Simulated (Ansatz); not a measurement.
# Rh (Fm-3m): relaxation of cell and ions

What cell does Rh (Fm-3m) relax to? A script is to give a relaxation of cell and ions; the system is Rh (Fm-3m).

The COD entry's cell or inner coordinates are ideal or old and differ from later refinements, so a difference from it is no clean test against experiment.

Computed with Ansatz 0.2.0 through its Python package. Level of theory: DFT LDA, plane waves, PAW.

## (1) The system

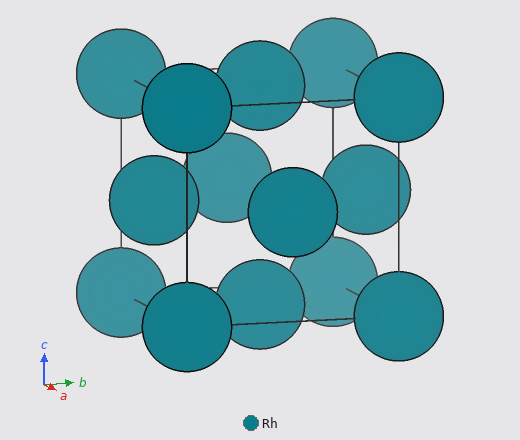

The starting structure, viewed slightly off an axis; rhodium blue. The cell is the conventional one. Atoms on cell faces are repeated.

The script holds or builds the structure itself.

## (2) The script

File vcrelax_rh.py:

```python
"""Variable-cell relaxation of Rh."""

from dataclasses import dataclass
import warnings

import ansatz as az
from ase import Atoms
from ase.io import write
import numpy as np


@dataclass
class Options:
    xc: str = "lda"
    kmesh: tuple[int, ...] = (18, 18, 18)
    occupations: str = "fermi_dirac"
    smearing_width: float = 0.1


cfg = Options()

def edges_and_angles(cell):
    cell = np.asarray(cell)
    a, b, c = np.linalg.norm(cell, axis=1)
    cosines = cell[1] @ cell[2] / (b * c), cell[0] @ cell[2] / (a * c), cell[0] @ cell[1] / (a * b)
    return (a, b, c, *np.degrees(np.arccos(cosines)))


def main() -> None:
    warnings.simplefilter("ignore", az.DeckWarning)

    atoms = Atoms(
        ["Rh"],
        scaled_positions=[
            (0.0, 0.0, 0.0),
        ],
        cell=[
            (0.0, 1.89785, 1.89785),
            (1.89785, 0.0, 1.89785),
            (1.89785, 1.89785, 0.0),
        ],
        pbc=True,
    )
    system = az.Crystal.from_ase(atoms)

    # part of the cell is held
    job = (
        system.calculation()
        .functional(cfg.xc)
        .basis(19 * az.Ha)
        .kpoints(*cfg.kmesh)
        .occupations(cfg.occupations, width=cfg.smearing_width)
        .relax(fix_cell=["c/a", "angles"])
    )
    steps = []


    def collect(event):
        if event["event"] == "relax_step":
            steps.append(event["data"])


    done = job.session().plan().execute(on_event=collect)
    data = done.report
    print("step   energy (eV)     max comp. (eV/A)   P (GPa)  SCF")
    for s in steps:
        print(f"{s['step']:4d} {s['lagrangian_ev']:15.5f} {s['allowed_force_max_ev_ang']:12.4f} {s['pressure_gpa']:10.3f} {s['n_scf']:5d}")

    first, last = steps[0], steps[-1]
    symbols = [site.symbol for site in done.lattice.sites]
    print(f"energy gained {first['lagrangian_ev'] - last['lagrangian_ev']:.4f} eV in {len(steps) - 1} steps")
    for label, vectors in (("before", first["cell_ang"]), ("after", done.lattice.cell_ang)):
        print(label, "a b c (A) {:.4f} {:.4f} {:.4f}  angles {:.2f} {:.2f} {:.2f}".format(*edges_and_angles(vectors)), f" V = {abs(np.linalg.det(vectors)):.3f} A^3")
    print("final stress xx yy zz (GPa, compression positive):", np.round(np.diag(data["stress_gpa"]), 3) + 0.0)

    relaxed = Atoms(symbols, positions=[site.position_ang for site in done.lattice.sites], cell=done.lattice.cell_ang, pbc=True)
    write("relaxed.extxyz", relaxed, format="extxyz")

    change = np.array(last["positions_ang"]) @ np.linalg.inv(last["cell_ang"]) - np.array(first["positions_ang"]) @ np.linalg.inv(first["cell_ang"])
    moved = np.linalg.norm(change @ np.array(last["cell_ang"]), axis=1)
    print("displacement within the cell, strain taken out (A):", " ".join(f"{s}:{d:.3f}" for s, d in zip(symbols, moved)))

    print("relaxed fractional positions")
    for site in done.lattice.sites:
        print(f"  {site.symbol:2s}", " ".join(f"{v % 1:8.5f}" for v in np.round(site.position_frac, 5)))

    for key in ("converged", "n_iterations", "n_electrons", "n_kpoints", "n_pw", "n_symmetry_ops", "free_energy_ev", "fermi_energy_ev"):
        print(f"{key:18s} {data[key]}")


if __name__ == "__main__":
    main()
```

## (3) The calls as engine input

The engine receives this input:

```yaml
crystal:
  lattice:
    - [0.0, 1.89785, 1.89785]
    - [1.89785, 0.0, 1.89785]
    - [1.89785, 1.89785, 0.0]
  atoms:
    - { symbol: Rh, position: [0.0, 0.0, 0.0] }
basis:
  ecutwfc: 517.016338673772
kpoints:
  mp_grid:
    grid: [18, 18, 18]
hamiltonian:
  xc: lda
scf:
  occupations:
    method: fermi_dirac
    width: 0.1
relax:
  cell:
    fix: [c/a, angles]
```

## (4) Launch

Command:

```console
$ python vcrelax_rh.py
```

The program printed:

```text
step   energy (eV)     max comp. (eV/A)   P (GPa)  SCF
   1     -6278.65776       0.0000     -9.384     6
   2     -6278.66021       0.0000      9.605     5
   3     -6278.67090       0.0000     -0.588     5
   4     -6278.67094       0.0000     -0.033     3
   5     -6278.67091       0.0000     -0.036     5
energy gained 0.0131 eV in 4 steps
before a b c (A) 2.6840 2.6840 2.6840  angles 60.00 60.00 60.00  V = 13.671 A^3
after a b c (A) 2.6553 2.6553 2.6553  angles 60.00 60.00 60.00  V = 13.239 A^3
final stress xx yy zz (GPa, compression positive): [-0.036 -0.036 -0.036]
displacement within the cell, strain taken out (A): Rh:0.000
relaxed fractional positions
  Rh  0.00000  0.00000  0.00000
converged          True
n_iterations       5
n_electrons        17.0
n_kpoints          1550
n_pw               339
n_symmetry_ops     4
free_energy_ev     -6278.670910352284
fermi_energy_ev    23.170367655639815
```

Wall time 56 s (1 thread of Intel Xeon Platinum 8488C (Sapphire Rapids), shared host); peak memory 0.8 GiB.

relaxed.extxyz, as written:

```xyz
1
Lattice="1.6722402351730653e-09 1.8776053748789814 1.8776053782234619 1.8776053832401824 -3.3444804661685977e-09 1.8776053832401824 1.8776053782234619 1.8776053748789814 1.6722402341096612e-09" Properties=species:S:1:pos:R:3 pbc="T T T"
Rh       0.00000000       0.00000000       0.00000000
```

## (5) Size and end state of the run

From the engine's report, whether the script printed it or not:

```csv
item,value
SCF cycles in all,24
k-points solved,1550
plane waves,339
bands,13
valence electrons,17
free energy (eV),-6278.67091
Fermi level (eV),23.170
pressure (GPa; positive when compressed),-0.04
```

## (6) How the relaxation went

Step by step:

| step | E - E(step 1) (eV/cell) | largest force component (eV/Å) | pressure (GPa) | volume (Å³) |
| --- | --- | --- | --- | --- |
| 1 | 0.0000 | 0.0000 | -9.38 | 13.67 |
| 2 | -0.0024 | 0.0000 | 9.60 | 12.87 |
| 3 | -0.0131 | 0.0000 | -0.59 | 13.26 |
| 4 | -0.0132 | 0.0000 | -0.03 | 13.24 |
| 5 | -0.0131 | 0.0000 | -0.04 | 13.24 |

Step 1 is the start. Step 5 repeats the geometry before it on a plane-wave basis chosen anew for that cell, so its energy need not be comparable with the rows above.

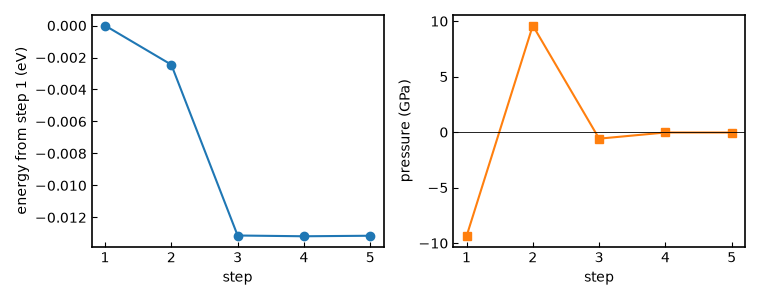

Energy and pressure along the relaxation.

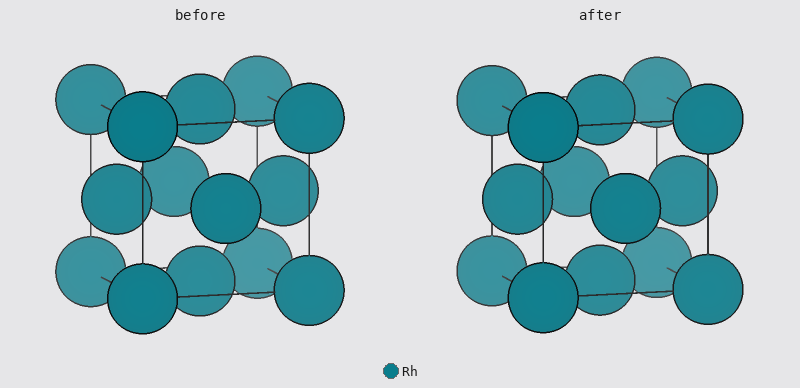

The structure before (left) and after (right) the relaxation, drawn at the same scale. The change is too small to see at this scale.

Lengths and angles in the start's conventional setting:

|  | before | after | change |
| --- | --- | --- | --- |
| a (Å) | 3.796 | 3.755 | -1.1 % |
| b (Å) | 3.796 | 3.755 | -1.1 % |
| c (Å) | 3.796 | 3.755 | -1.1 % |
| volume (Å³/atom) | 13.67 | 13.24 | -3.2 % |
| shortest distance (Å) | 2.684 | 2.655 | -1.1 % |
| space group (0.01 Å) | Fm-3m | Fm-3m | same |

## (7) What came out

| quantity | value |
| --- | --- |
| free energy | -6278.6709 eV |
| moves of the relaxation | 3 |
| energy gained (ahead of the last change of basis) | 13.2 meV/atom |
| last largest force component | 0.0000 eV/Å |
| relaxed conventional cell | a = 3.755 Å, b = 3.755 Å, c = 3.755 Å, α = 90.00°, β = 90.00°, γ = 90.00° |
| space group at the end | Fm-3m |

In words: The volume shrank by 3.2 % over 3 moves, and the space group stayed Fm-3m. Reading the output:
- Only differences from the Fermi energy are physical; the zero of the scale is a convention.
- Energies along a relaxation are free energies. Rows at an unchanged volume are solved on a plane-wave basis chosen afresh for that cell, so the energy jumps there and such rows are no steps of the walk.
- Edges and angles that the script prints are those of the cell as typed, here a primitive one.
- Of the deposited cell: the entry's cell lengths or inner coordinates differ somewhat from later room-temperature determinations.
